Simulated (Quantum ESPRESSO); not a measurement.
# Energy of AlNi along an even scaling of the cell

System: AlNi (Pm-3m, 2 atoms in the cell).
Method: Kohn-Sham DFT of a periodic cell, PBE, SSSP 1.3 efficiency PBE, spin-polarised (Quantum ESPRESSO 7.5).

The 7 runs differ only in the geometry, by an even scaling of the cell at fixed fractional positions. The structure derives from an entry of the Crystallography Open Database.

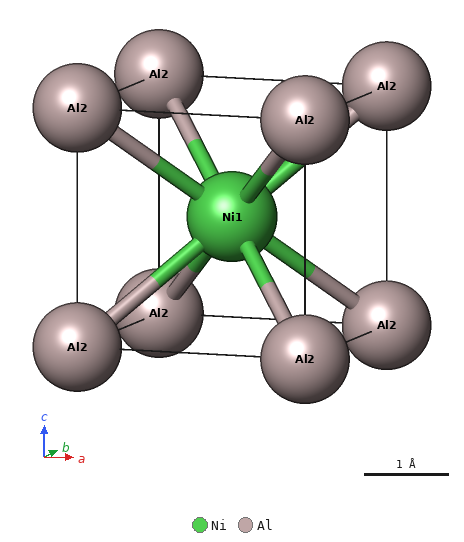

Figure 1. The structure of run 4 (ball-and-stick view of the cell of the calculation, seen slightly off an axis; atoms are numbered from 1 in the order of the input).

**Input of run 4**
```
&CONTROL
  calculation = 'scf'
  prefix = 'pwscf'
  outdir = './tmp'
  pseudo_dir = './pseudo'
  tprnfor = .true.
  tstress = .true.
  disk_io = 'low'
/
&SYSTEM
  ibrav = 0
  nat = 2
  ntyp = 2
  ecutwfc = 55
  ecutrho = 440
  nbnd = 20
  occupations = 'smearing'
  smearing = 'fd'
  degauss = 0.00367493
  nspin = 2
  starting_magnetization(1) = 0.0556
  starting_magnetization(2) = 0
/
&ELECTRONS
  conv_thr = 4d-10
  electron_maxstep = 120
  mixing_beta = 0.3
/
ATOMIC_SPECIES
Ni    58.6934 ni_pbe_v1.4.uspp.F.UPF
Al    26.9815 Al.pbe-n-kjpaw_psl.1.0.0.UPF
CELL_PARAMETERS angstrom
   2.8810000000    0.0000000000    0.0000000000
   0.0000000000    2.8810000000    0.0000000000
   0.0000000000    0.0000000000    2.8810000000
ATOMIC_POSITIONS crystal
Ni     0.5000000000    0.5000000000    0.5000000000
Al     0.0000000000    0.0000000000    0.0000000000
K_POINTS automatic
9 9 9 0 0 0
```

**File pp_density.in of run 4**
```
&INPUTPP
  prefix = 'pwscf'
  outdir = './tmp'
  filplot = 'density.dat'
  plot_num = 0
/
&PLOT
  nfile = 1
  filepp(1) = 'density.dat'
  iflag = 3
  output_format = 6
  fileout = 'density.cube'
/
```

**File pp_potential.in of run 4**
```
&INPUTPP
  prefix = 'pwscf'
  outdir = './tmp'
  filplot = 'potential.dat'
  plot_num = 11
/
&PLOT
  nfile = 1
  filepp(1) = 'potential.dat'
  iflag = 3
  output_format = 6
  fileout = 'potential.cube'
/
```

**File pp_spin.in of run 4**
```
&INPUTPP
  prefix = 'pwscf'
  outdir = './tmp'
  filplot = 'spin.dat'
  plot_num = 6
/
&PLOT
  nfile = 1
  filepp(1) = 'spin.dat'
  iflag = 3
  output_format = 6
  fileout = 'spin.cube'
/
```

Command:
```bash
OMP_NUM_THREADS=1 pw.x -in pw.in > pw.out
OMP_NUM_THREADS=1 pp.x -in pp_density.in > pp_density.out
OMP_NUM_THREADS=1 pp.x -in pp_potential.in > pp_potential.out
OMP_NUM_THREADS=1 pp.x -in pp_spin.in > pp_spin.out
```

Run 6 has the same physical settings and fractional positions; its lattice vectors (Å) are:
```
   2.918912    0.000000    0.000000
   0.000000    2.918912    0.000000
   0.000000    0.000000    2.918912
```

**Results, with one run withheld**

```tsv
run	volume per atom (Å³)	free energy per atom, from the lowest run given (meV)	pressure (GPa)
1	11.239	36.07	14.02
2	11.478	18.27	9.58
3	11.717	6.73	5.62
4	11.956	0.84	2.08
5	12.196	0.00	−1.18
6	12.435	?	?
7	12.674	11.53	−6.63
```

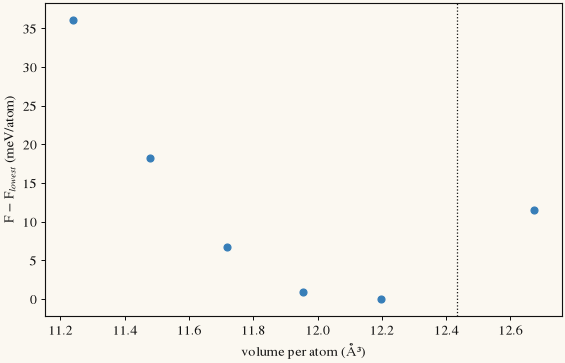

Figure 2. Free energy per atom of the runs given; the dotted line marks run 6.

Estimate the energy of run 6 from the others.

A cubic polynomial in V^(−2/3) (the Birch–Murnaghan form), fitted to the 6 runs given, misses them by at most 0.01 meV per atom. With x = V^(−2/3) − 0.19227 Å⁻², it reads F = 2.5378 + 2061.9 x + 3.8179e+05 x² + 4.1353e+05 x³ (meV per atom). At run 6 it gives 3.72 meV per atom, and the run itself gives 3.72. The slope of the fit gives a pressure −dF/dV of −3.91 GPa there, and the run prints −4.03 GPa. The two needn't agree exactly: the fit is approximate, and the printed stress is taken on a finite basis. The fit has its minimum at 12.117 Å³ per atom, where V d²F/dV² gives 160 GPa: the bulk modulus at this level, since symmetry fixes the shape and the positions.

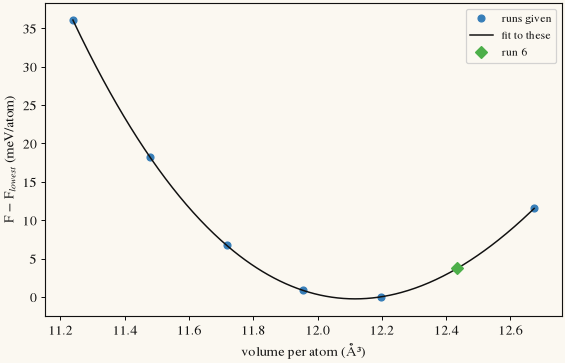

Figure 3. The fit and the withheld run.

**Some lines of the output (run 6)**
```
[...]
     total energy              =    -382.87586474 Ry
     total energy              =    -382.87571678 Ry
     total energy              =    -382.87596611 Ry
     total energy              =    -382.87610645 Ry
     total energy              =    -382.87618685 Ry
     total energy              =    -382.87619795 Ry
     total energy              =    -382.87619827 Ry
     total energy              =    -382.87619837 Ry
     total energy              =    -382.87619840 Ry
     the Fermi energy is    13.1588 ev
!    total energy              =    -382.87619840 Ry
     The total energy is F=E-TS. E is the sum of the following terms:
     Computing stress (Cartesian axis) and pressure
          total   stress  (Ry/bohr**3)                   (kbar)     P=      -40.27
```
